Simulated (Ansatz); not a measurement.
# A defect in a wire: Ir wire along [110], 4 atoms a period, Pt in place of one Ir, part 2 of 4

Wanted: the relaxed defect and the transmission past it, beside the channels of the perfect wire.

Ansatz 0.2.0; DFT PBE, plane waves, PAW; relaxation of a wire's period (the session's first sound run).

So far. Step 2 (Relaxation of atoms and period): The cell's length comes to 2.581 Å with no moment.

## (3) Bands of the perfect wire

This step: DFT PBE, plane waves, PAW; channels and complex bands of a perfect wire (Ansatz 0.2.0).

At the relaxed period the Bloch states of the perfect wire are found at each energy: those that move forward count the open channels, and those that decay describe how a disturbance dies away inside the wire itself. An energy step of 0.035 eV is under the 0.039 eV that the program asks for its thermal average at 300 K.

input.yaml

```yaml
crystal:
  lattice:
    - [10.67, 0.0, 0.0]
    - [0.0, 9.537, 0.0]
    - [0.0, 0.0, 2.5810678653]
  atoms:
    - { symbol: Ir, position: [0.322746706, 0.499973956, 0.0] }
    - { symbol: Ir, position: [0.677253294, 0.499973956, 0.0] }
    - { symbol: Ir, position: [0.5, 0.369503339, 0.5] }
    - { symbol: Ir, position: [0.5, 0.630444573, 0.5] }
kpoints:
  mp_grid: { grid: [1, 1, 31] }
scf:
  occupations: { method: fermi_dirac, width: 0.05 }
hamiltonian:
  xc: pbe
output:
  transmission:
    e_range: [-1.26, 1.26]
    de: 0.035
    kmesh: [1, 1]
    reduced_basis: true
    leads: [[0, 0]]
basis:
  ecutwfc: "350 eV"
```

The run is started by

```
$ ansatz run input.yaml --threads 4 --pin off --max-ram 16384MiB --backend cpu --events-out ev --progress --plain --runs-dir out
```

Numbers of over 12 decimals in the logs are rounded to 6 here.

Log:

```text
Warning: basis.ecutwfc = 350 eV is below the records' recommended 420 eV, and the density's cutoff is lower with it unless basis.ecutrho_ratio is high enough to keep the records' density cutoff: compare with a run at a higher cutoff
[...]
Crystal: 4 atoms, lattice volume = 262.649 Å³
Basis set: ecut = 350 eV, 3871 PW (Γ)
Bands: 41, of which v1, the nominal top of the filled ones, is band 34 counted from 1 (33 counted from 0)
Symmetry: 8 space group operations
[...]
k-points: 16 of 31
[...]
SCF iter   1: F=—  HF=-47733.674362 eV  |F-HF|=—  |Δ(HF+E_count)|=         —  Δρ=1.21e-2  dr2=1.27e0  ethr=1.77e-3  ⟨swp⟩=8.1  Hψ=2957  notcnv=0  defer=2
[...]
SCF iter   9: F=-47733.548847 eV  HF=-47733.548847 eV  |F-HF|=5.17e-9  |Δ(HF+E_count)|=   8.93e-9  Δρ=1.65e-6  dr2=1.02e-8  ethr=1.47e-10  ⟨swp⟩=6.6  Hψ=1592  notcnv=0
SCF 1 converged in 9 iterations: F = -47733.548847 eV  dr2 = 1.02e-8
[...]
transmission: 3 of 18 steps passed
transmission: 6 of 18 steps passed
[...]
transmission: 18 of 18 steps passed
SCF converged after 9 iterations
Free energy (F): -47733.548847 eV
[...]
Internal energy: -47733.503936 eV  (E = F + TS)
E sigma→0 (E₀):  -47733.526391 eV
Entropy (-TS):   -0.044911 eV (-11.228 meV/atom)
Fermi energy:    1.591691 eV
[...]
--- Band table (eV; the first three rows and the last of 16) ---
  k-point 0: bands = [... 30 lower, 0.4392, 0.8094, 0.8317, 1.0893, 1.1566, 2.2026, 2.3077, 2.3230, ... 3 higher]
  k-point 1: bands = [... 30 lower, 0.5036, 0.6499, 0.8710, 1.0837, 1.3148, 1.9926, 2.1735, 2.5478, ... 3 higher]
  k-point 2: bands = [... 30 lower, 0.3890, 0.6068, 0.9777, 1.0714, 1.5654, 1.6639, 2.0946, 2.1869, ... 3 higher]
  k-point 15: bands = [... 30 lower, 0.7486, 0.9761, 1.7654, 1.8336, 2.4910, 2.5942, 4.8025, 5.0280, ... 3 higher]
--- Transmission ---
  basis      : 745 plane waves across, 3 finite elements along
  points     : 1, standing for a mesh of 1 x 1
  filling    : by the input's occupations and mesh, since the crystals that have channels conduct as metals do. If one of these is a semiconductor, that mesh has misplaced its level
  energies   : 73 from -1.260000 to 1.260000 eV about the Fermi level, 0.035000 eV apart; the leads are filled to 0.000000 eV, and channels, transmission and decay are at 0.000000 eV
  crystal 0  : Ir4, at the sites [0, 0], period 2.5811 Å: whole cells are its period
    offset         : up to 0.0000 Å between an atom of the period and one for which it stands
    filled         : 10.8 meV over the level at which it is neutral
    channels       : 5.000000e0 a spin
    conductance    : 3.9475e14 S/m² at 300 K; may be off by some 0.0 % by where its bands' edges are placed, 1.4 % from the distance to neutral
```

Elapsed: 91 s, on 4 threads of Arm Neoverse V1, shared host; peak memory 1.2 GiB.

Numbers from this step:

* energy at zero smearing: -47733.5264 eV
* channels at the energy nearest the Fermi level, one spin: 5
* conductance of the lead as this run defines it: 5.184 G₀
* band gap: 0 eV

Open channels of the lead, one spin against energy, zero at the Fermi level:

| energy (eV) | open channels of the lead, one spin |
| --- | --- |
| -1.2600 | 6 |
| -1.0150 | 7 |
| -0.7350 | 4 |
| -0.4900 | 4 |
| -0.2450 | 5 |
| 0.0000 | 5 |
| 0.2450 | 9 |
| 0.4900 | 9 |
| 0.7350 | 8 |
| 1.0150 | 6 |
| 1.2600 | 5 |

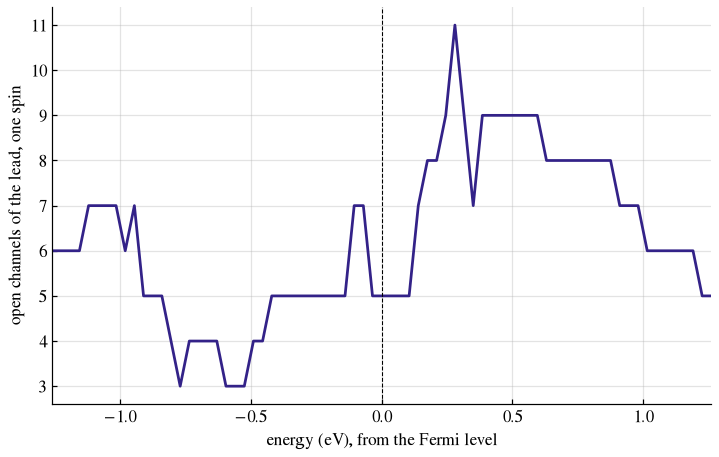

Open channels of the lead, one spin, plotted against energy.

The slowest values at each energy, most degenerate partners merged, listed up to 1.5 1/Å. Table of Im kz of the slowest decaying states by energy, zero at the Fermi level:

| energy (eV) | decay 1 (Å⁻¹) | decay 2 (Å⁻¹) | decay 3 (Å⁻¹) | decay 4 (Å⁻¹) |
| --- | --- | --- | --- | --- |
| -1.2600 | 0.0772 | 0.116 | 0.132 | 0.171 |
| -1.0150 | 0.101 | 0.120 | 0.174 | 0.180 |
| -0.7350 | 0.0332 | 0.130 | 0.151 | 0.155 |
| -0.4900 | 0.0311 | 0.166 | 0.181 | 0.211 |
| -0.2450 | 0.168 | 0.219 | 0.287 | 0.289 |
| 0.0000 | 0.0638 | 0.127 | 0.244 | 0.266 |
| 0.2450 | 0.0315 | 0.171 | 0.359 | 0.466 |
| 0.4900 | 0.298 | 0.380 | 0.420 | 0.423 |
| 0.7350 | 0.153 | 0.377 | 0.399 | 0.447 |
| 1.0150 | 0.0118 | 0.126 | 0.256 | 0.317 |
| 1.2600 | 0.0261 | 0.179 | 0.234 | 0.261 |

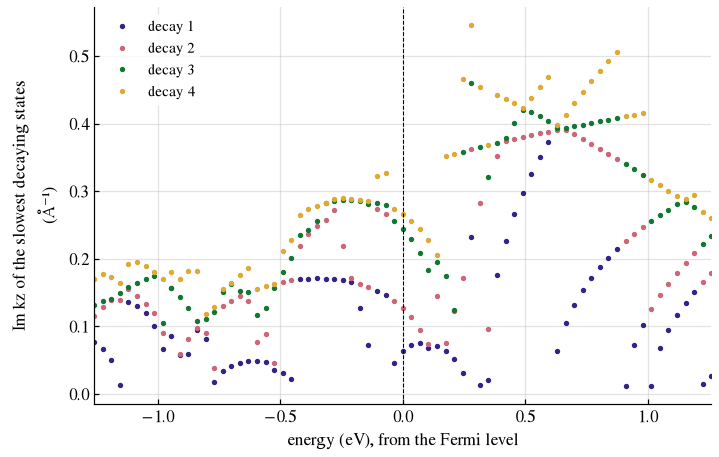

Im kz of the slowest decaying states against energy.

By hand: the program gives 3.9475 × 10^14 S/m² over the cell's cross-section of 101.76 Å² = 1.018 × 10^-18 m², so one cell conducts 4.017 × 10^-4 S. Divided by G0 = 2e²/h = 7.748 × 10^-5 S this is 5.18 G0, a resistance of 2.49 kΩ.

At the computed energy nearest the Fermi level there are 5 channels a spin, and the thermal average gives 5.18 G₀.

## (4) Relaxing the junction

This step: DFT PBE, plane waves, PAW; relaxation of a junction in a wire, ends held (Ansatz 0.2.0).

System of this step: Ir wire along [110], 4 atoms a period, Pt in place of one Ir. The cell holds 36 atoms: 35 Ir and 1 Pt. Cell: a = 10.670 Å, b = 9.537 Å, c = 23.230 Å, α = 90.0°, β = 90.0°, γ = 90.0°. Regions: held atoms, 24 atoms (24 Ir); free atoms, 12 atoms (11 Ir and 1 Pt). Vacuum lies along a and b. The structure's axis is c.

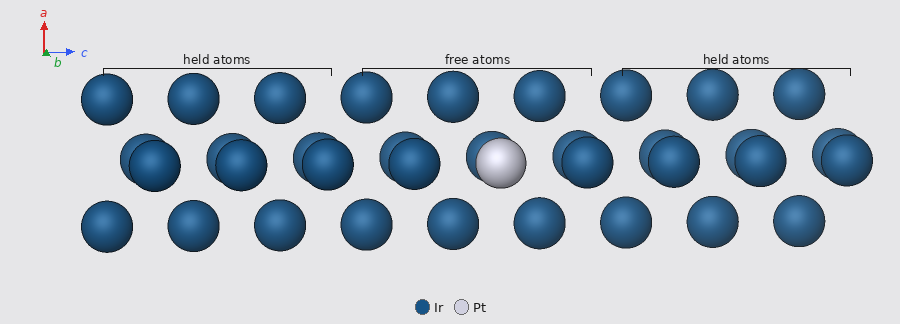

The cell of this step (iridium blue, platinum light grey).

12 atoms at the defect are free to relax, while 24 stay where the perfect wire has them, so that the ends still repeat as a lead. The cutoff is set under the files' recommended one to save time.

input.yaml

```yaml
crystal:
  lattice:
    - [10.67, 0.0, 0.0]
    - [0.0, 9.537, 0.0]
    - [0.0, 0.0, 23.2296107881]
  atoms:
    - { symbol: Ir, position: [0.322746706, 0.499973956, 0.0] }
    - { symbol: Ir, position: [0.677253294, 0.499973956, 0.0] }
    - { symbol: Ir, position: [0.5, 0.369503339, 0.055555556] }
    - { symbol: Ir, position: [0.5, 0.630444573, 0.055555556] }
    - { symbol: Ir, position: [0.322746706, 0.499973956, 0.111111111] }
    - { symbol: Ir, position: [0.677253294, 0.499973956, 0.111111111] }
    - { symbol: Ir, position: [0.5, 0.369503339, 0.166666667] }
    - { symbol: Ir, position: [0.5, 0.630444573, 0.166666667] }
    - { symbol: Ir, position: [0.322746706, 0.499973956, 0.222222222] }
    - { symbol: Ir, position: [0.677253294, 0.499973956, 0.222222222] }
    - { symbol: Ir, position: [0.5, 0.369503339, 0.277777778] }
    - { symbol: Ir, position: [0.5, 0.630444573, 0.277777778] }
    - { symbol: Ir, position: [0.322746706, 0.499973956, 0.333333333] }
    - { symbol: Ir, position: [0.677253294, 0.499973956, 0.333333333] }
    - { symbol: Ir, position: [0.5, 0.369503339, 0.388888889] }
    - { symbol: Ir, position: [0.5, 0.630444573, 0.388888889] }
    - { symbol: Ir, position: [0.322746706, 0.499973956, 0.444444444] }
    - { symbol: Ir, position: [0.677253294, 0.499973956, 0.444444444] }
    - { symbol: Ir, position: [0.5, 0.369503339, 0.5] }
    - { symbol: Pt, position: [0.5, 0.630444573, 0.5], spin: 0.6 }
    - { symbol: Ir, position: [0.322746706, 0.499973956, 0.555555556] }
    - { symbol: Ir, position: [0.677253294, 0.499973956, 0.555555556] }
    - { symbol: Ir, position: [0.5, 0.369503339, 0.611111111] }
    - { symbol: Ir, position: [0.5, 0.630444573, 0.611111111] }
    - { symbol: Ir, position: [0.322746706, 0.499973956, 0.666666667] }
    - { symbol: Ir, position: [0.677253294, 0.499973956, 0.666666667] }
    - { symbol: Ir, position: [0.5, 0.369503339, 0.722222222] }
    - { symbol: Ir, position: [0.5, 0.630444573, 0.722222222] }
    - { symbol: Ir, position: [0.322746706, 0.499973956, 0.777777778] }
    - { symbol: Ir, position: [0.677253294, 0.499973956, 0.777777778] }
    - { symbol: Ir, position: [0.5, 0.369503339, 0.833333333] }
    - { symbol: Ir, position: [0.5, 0.630444573, 0.833333333] }
    - { symbol: Ir, position: [0.322746706, 0.499973956, 0.888888889] }
    - { symbol: Ir, position: [0.677253294, 0.499973956, 0.888888889] }
    - { symbol: Ir, position: [0.5, 0.369503339, 0.944444444] }
    - { symbol: Ir, position: [0.5, 0.630444573, 0.944444444] }
magnetization:
  spin_polarized: true
kpoints:
  mp_grid: { grid: [1, 1, 2] }
scf:
  occupations: { method: fermi_dirac, width: 0.1 }
hamiltonian:
  xc: pbe
relax:
  constraints:
    - { sites: [0, 1, 2, 3, 4, 5, 6, 7, 8, 9, 10, 11, 24, 25, 26, 27, 28, 29, 30, 31, 32, 33, 34, 35] }
  f_tol: 0.06
  max_steps: 35
basis:
  ecutwfc: "350 eV"
```

Log:

```text
[...]
Warning: crystal.symmetry: narrowed to the stabiliser of the relax constraints — unitary ops 4 → 2; lowered at sites 12, 13, 24, 25 (the operations that carried what is held of a site onto what its image site leaves free; the constrained walk keeps no symmetry that its constraints do not admit)
[...]
Crystal: 36 atoms, lattice volume = 2363.840 Å³
Basis set: ecut = 350 eV, 35179 PW (Γ), exchange–correlation on 144×120×288 points (8 copies of the dense FFT grid, shifted against one another)
Bands: 369, of which v1, the nominal top of the filled ones, is band 307 counted from 1 (306 counted from 0)
Symmetry: 2 space group operations
k-points: 2
[...]
Starting moments: Σ|m| = 0.6 μB on 1 of 36 sites
[...]
SCF iter   1: F=—  HF=-430201.045994 eV  |F-HF|=—  |Δ(HF+E_count)|=         —  Δρ=1.62e-2 (↑1.62e-2 ↓1.59e-2)  dr2=5.77e1  dr2_m=2.26e-2  M=0.585 μB ∫|m|=0.773 μB  β_m=0.30  ethr=3.10e-3  ⟨swp⟩=8.0  Hψ=6244  notcnv=0  defer=26
[...]
SCF iter  17: F=-430190.340654 eV  HF=-430190.340654 eV  |F-HF|=2.03e-7  |Δ(HF+E_count)|=   1.15e-6  Δρ=4.38e-6 (↑4.38e-6 ↓4.31e-6)  dr2=1.16e-7  dr2_m=3.92e-7  M=0.003 μB ∫|m|=0.024 μB  ethr=3.18e-10  ⟨swp⟩=2.5  Hψ=2724  notcnv=0
[...]
SCF 1 converged in 17 iterations: F = -430190.340654 eV  dr2 = 1.16e-7
[...]
relax step   1: F+E_penalty+E_count = -430190.34065390 eV  Δ(F+E_penalty+E_count) = +0.000e0 eV  max|allowed force component| = 2.500e0 eV/Å  Δτ_max = 0.0000 Å  (17 SCF iters, dr2 threshold 9.00e-5 eV, accepted)
[...]
SCF iter   8: F=-430190.572564 eV  HF=-430190.572566 eV  |F-HF|=1.94e-6  |Δ(HF+E_count)|=   3.13e-6  Δρ=4.77e-6 (↑4.13e-6 ↓4.77e-6)  dr2=2.70e-6  dr2_m=1.49e-7  M=0.006 μB ∫|m|=0.014 μB  ethr=2.95e-9  ⟨swp⟩=1.8  Hψ=4384  notcnv=0
[...]
SCF 2 converged in 8 iterations: F = -430190.572564 eV  dr2 = 2.70e-6
relax step   2: F+E_penalty+E_count = -430190.57256374 eV  Δ(F+E_penalty+E_count) = -2.319e-1 eV  max|allowed force component| = 3.540e-1 eV/Å  Δτ_max = 0.1948 Å  (8 SCF iters, dr2 threshold 1.00e-4 eV, accepted)
SCF iter   1: F=—  HF=-430190.618926 eV  |F-HF|=—  |Δ(HF+E_count)|=         —  Δρ=1.15e-3 (↑1.15e-3 ↓1.06e-3)  dr2=1.70e-1  dr2_m=1.83e-3  M=0.009 μB ∫|m|=0.024 μB  β_m=0.65  ethr=9.14e-4  ⟨swp⟩=3.0  Hψ=2644  notcnv=0  defer=32
[...]
SCF iter  10: F=-430190.609131 eV  HF=-430190.609132 eV  |F-HF|=8.47e-7  |Δ(HF+E_count)|=   1.10e-7  Δρ=2.25e-6 (↑1.59e-6 ↓2.25e-6)  dr2=8.84e-7  dr2_m=3.77e-8  M=0.003 μB ∫|m|=0.005 μB  ethr=3.67e-11  ⟨swp⟩=1.0  Hψ=4238  notcnv=0
[...]
SCF 3 converged in 10 iterations: F = -430190.609131 eV  dr2 = 8.84e-7
relax step   3: F+E_penalty+E_count = -430190.60913135 eV  Δ(F+E_penalty+E_count) = -3.657e-2 eV  max|allowed force component| = 1.001e-1 eV/Å  Δτ_max = 0.0632 Å  (10 SCF iters, dr2 threshold 7.83e-6 eV, accepted)
SCF iter   1: F=—  HF=-430190.614091 eV  |F-HF|=—  |Δ(HF+E_count)|=         —  Δρ=4.99e-4 (↑4.99e-4 ↓4.75e-4)  dr2=2.34e-2  dr2_m=2.23e-4  M=0.004 μB ∫|m|=0.008 μB  β_m=0.65  ethr=4.74e-5  ⟨swp⟩=2.0  Hψ=2598  notcnv=0  defer=32
[...]
SCF iter  14: F=-430190.613432 eV  HF=-430190.613432 eV  |F-HF|=8.09e-9  |Δ(HF+E_count)|=  6.98e-10  Δρ=1.82e-7 (↑1.43e-7 ↓1.82e-7)  dr2=8.48e-9  dr2_m=1.16e-10  M=0.000 μB ∫|m|=0.000 μB  ethr=1.00e-12  ⟨swp⟩=1.0  Hψ=4490  notcnv=0
[...]
SCF 4 converged in 14 iterations: F = -430190.613432 eV  dr2 = 8.48e-9
relax step   4: F+E_penalty+E_count = -430190.61343203 eV  Δ(F+E_penalty+E_count) = -4.301e-3 eV  max|allowed force component| = 5.396e-2 eV/Å  Δτ_max = 0.0219 Å  (14 SCF iters, accepted)
SCF converged after 14 iterations
Magnetization: 0.0002 μB (306.5001 up, 306.4999 down)
Absolute magnetization: 0.0003 μB (∫|ρ↑−ρ↓|, with the PAW one-centre terms)
[...]
Per-site moments (μB) at R_I (Å): [(1.2856340733636714e-7, 1.064690), (1.2856340747815206e-7, 1.064690), (1.4172816804482454e-6, 1.026546), (8.845306125145427e-7, 1.026546), (-5.312260743186197e-7, 1.064690), (-5.312260742717764e-7, 1.064690), (-4.243961920737018e-6, 1.026546), (-5.427924452529313e-6, 1.026546), (-1.166335149147139e-6, 1.064690), (-1.1663351490122048e-6, 1.064690), (3.1021987102227755e-6, 1.026546),  [...]
Free energy (F): -430190.613432 eV
[...]
Internal energy: -430188.699545 eV  (E = F + TS)
E sigma→0 (E₀):  -430189.656489 eV
Entropy (-TS):   -1.913887 eV (-53.164 meV/atom)
Fermi energy:    1.560511 eV
[...]
--- Forces (eV/Å), atoms counted from 1 ---
  atom   1  Ir     0.03563545    -0.00158423    -0.00343169
  atom   2  Ir    -0.03563545    -0.00158423    -0.00343169
  atom   3  Ir     0.00000000    -0.18344243    -0.00978051
  atom   4  Ir     0.00000000     0.18167693    -0.06523898
  atom   5  Ir     0.03316972    -0.00532209     0.02383885
  atom   6  Ir    -0.03316972    -0.00532209     0.02383885
  atom   7  Ir     0.00000000    -0.14580033     0.01684849
  atom   8  Ir     0.00000000     0.17752073     0.03867076
  atom   9  Ir     0.06976599    -0.01848736    -0.01156570
  atom  10  Ir    -0.06976599    -0.01848736    -0.01156570
  atom  11  Ir     0.00000000    -0.24163507     0.08415783
  atom  12  Ir     0.00000000     0.26524825    -0.03857115
  atom  13  Ir     0.00187898    -0.00339059    -0.03421364
  atom  14  Ir    -0.00187898    -0.00339059    -0.03421364
  atom  15  Ir     0.00000000    -0.02715094    -0.01950899
  atom  16  Ir     0.00000000     0.00208720    -0.00715527
  atom  17  Ir    -0.01477947     0.01751644     0.05311240
  atom  18  Ir     0.01477947     0.01751644     0.05311240
  atom  19  Ir     0.00000000    -0.03492735     0.00365450
  atom  20  Pt     0.00000000     0.01206460     0.00254044
  atom  21  Ir    -0.01177737     0.01746742    -0.05395673
  atom  22  Ir     0.01177737     0.01746742    -0.05395673
  atom  23  Ir     0.00000000    -0.02107515     0.01723650
  atom  24  Ir     0.00000000    -0.00057864     0.00391705
  atom  25  Ir     0.14991198     0.04218330    -0.06586323
  atom  26  Ir    -0.14991198     0.04218330    -0.06586323
  atom  27  Ir     0.00000000    -0.25391980    -0.01176108
  atom  28  Ir     0.00000000     0.19497849     0.06120527
  atom  29  Ir     0.04349191    -0.02058432     0.04077533
  atom  30  Ir    -0.04349191    -0.02058432     0.04077533
  atom  31  Ir     0.00000000    -0.14690175     0.00617601
  atom  32  Ir     0.00000000     0.18392209    -0.02897764
  atom  33  Ir     0.02836753    -0.00614315    -0.01045833
  atom  34  Ir    -0.02836753    -0.00614315    -0.01045833
  atom  35  Ir     0.00000000    -0.18450345     0.00422755
  atom  36  Ir     0.00000000     0.17904947     0.06588512
  max |Σ_I F_I| component: 7.63e-5 eV/Å
--- Relaxed structure (4 steps of the walk, 4 accepted, 0 SCFs on fresh bases) ---
  F+E_penalty+E_count = -430190.61343203 eV   max|allowed force component| = 5.396e-2 eV/Å
  atoms:
    - { symbol: Ir, position: [0.322747, 0.499974, 0.0] }
    - { symbol: Ir, position: [0.677253, 0.499974, 0.0] }
    - { symbol: Ir, position: [0.500000, 0.369503, 0.055556] }
    - { symbol: Ir, position: [0.500000, 0.630445, 0.055556] }
    - { symbol: Ir, position: [0.322747, 0.499974, 0.111111111] }
    - { symbol: Ir, position: [0.677253, 0.499974, 0.111111111] }
    - { symbol: Ir, position: [0.500000, 0.369503, 0.166667] }
    - { symbol: Ir, position: [0.500000, 0.630445, 0.166667] }
    - { symbol: Ir, position: [0.322747, 0.499974, 0.222222222] }
    - { symbol: Ir, position: [0.677253, 0.499974, 0.222222222] }
    - { symbol: Ir, position: [0.500000, 0.369503, 0.277777778] }
    - { symbol: Ir, position: [0.500000, 0.630445, 0.277777778] }
    - { symbol: Ir, position: [0.324012, 0.501373, 0.333930] }
    - { symbol: Ir, position: [0.675988, 0.501373, 0.333930] }
    - { symbol: Ir, position: [0.500000, 0.370607, 0.389171] }
    - { symbol: Ir, position: [0.500000, 0.634195, 0.388511] }
    - { symbol: Ir, position: [0.325968, 0.502537, 0.444985] }
    - { symbol: Ir, position: [0.674032, 0.502537, 0.444985] }
    - { symbol: Ir, position: [0.500000, 0.371602, 0.500145] }
    - { symbol: Pt, position: [0.500000, 0.659771, 0.500268] }
    - { symbol: Ir, position: [0.325943, 0.502140, 0.555400] }
    - { symbol: Ir, position: [0.674057, 0.502140, 0.555400] }
    - { symbol: Ir, position: [0.500000, 0.370098, 0.611091] }
    - { symbol: Ir, position: [0.500000, 0.633136, 0.611903] }
    - { symbol: Ir, position: [0.322747, 0.499974, 0.666667] }
    - { symbol: Ir, position: [0.677253, 0.499974, 0.666667] }
    - { symbol: Ir, position: [0.500000, 0.369503, 0.722222] }
    - { symbol: Ir, position: [0.500000, 0.630445, 0.722222] }
    - { symbol: Ir, position: [0.322747, 0.499974, 0.777778] }
    - { symbol: Ir, position: [0.677253, 0.499974, 0.777778] }
    - { symbol: Ir, position: [0.500000, 0.369503, 0.833333] }
    - { symbol: Ir, position: [0.500000, 0.630445, 0.833333] }
    - { symbol: Ir, position: [0.322747, 0.499974, 0.888888889] }
    - { symbol: Ir, position: [0.677253, 0.499974, 0.888888889] }
    - { symbol: Ir, position: [0.500000, 0.369503, 0.944444] }
    - { symbol: Ir, position: [0.500000, 0.630445, 0.944444] }
```

Wall time 8.5 min (4 threads); peak memory 8.4 GiB.

(Continued in part 3 of 4.)

[Logs are printed without paths, hosts, clocks, repeated set-up lines and the standing remarks that a program may print on its own settings, such as how far it seeks lower states.]

[Hosts, paths, dates, database ids (printed as entryN), source tags and the programs' standing remarks are cut or masked in the printed files.]
